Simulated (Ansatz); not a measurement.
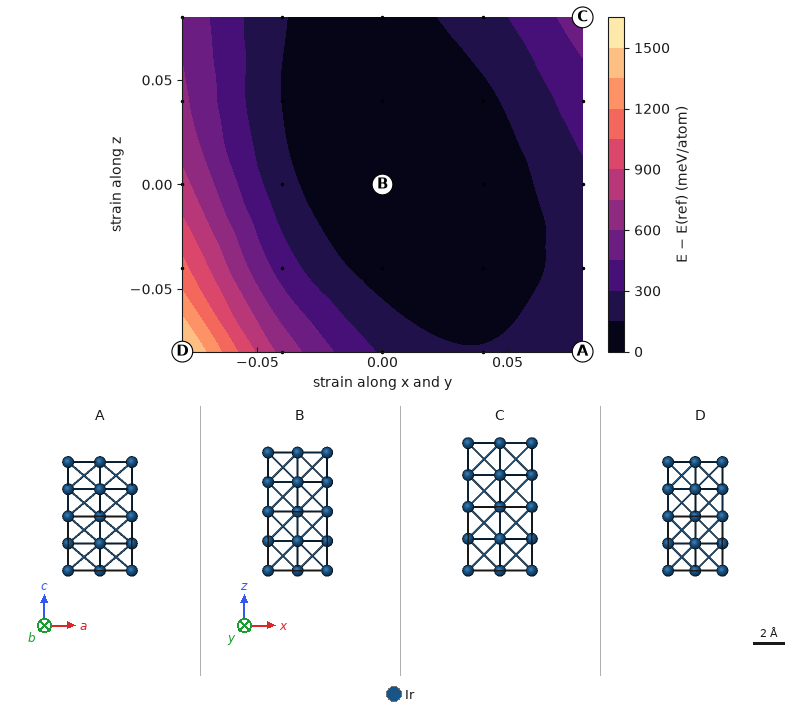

A scan of a crystal of Ir (Fm-3m): the cell is strained equally along x and y and separately along z, with the atoms kept at their fractional coordinates. x, y and z are the Cartesian axes of the input. The map is interpolated between the computed points (dots). The lettered frames are marked on it. The picture is a ball-and-stick view of the conventional cell (4 times the calculation's cell), repeated 1 × 1 × 2 with one cell outlined, seen along the b axis. Lengths and directions refer to the drawn axes.

Theory: DFT PBE, scalar-relativistic, plane waves, PAW in Ansatz. (plane-wave cutoff 420 eV; k-point mesh 22 × 22 × 22; occupations gaussian; smearing width 0.15 eV; no spin polarisation). Energies (free energies at the smearing named) are counted from the cell as listed in its source, which wasn't relaxed.

### Describe the energy landscape.

In pairs of (strain along x and y; strain along z): the lowest computed point lies at (0.000, 0.000) (0 meV/atom), the highest at (−0.080, −0.080) (1561 meV/atom). The valley is tilted: raising the in-plane strain is made harder by raising the strain along z (cross term 0.47 of the geometric mean of the two curvatures). Over the ranges scanned the energy rises more along the first axis, the in-plane strain. The pressure runs from −41.8 GPa at (0.080, 0.080) to 189.0 GPa at (−0.080, −0.080). The frames lie at A (0.080, −0.080): 243 meV/atom, B (0.000, 0.000): 0 meV/atom, C (0.080, 0.080): 529 meV/atom, D (−0.080, −0.080): 1561 meV/atom.
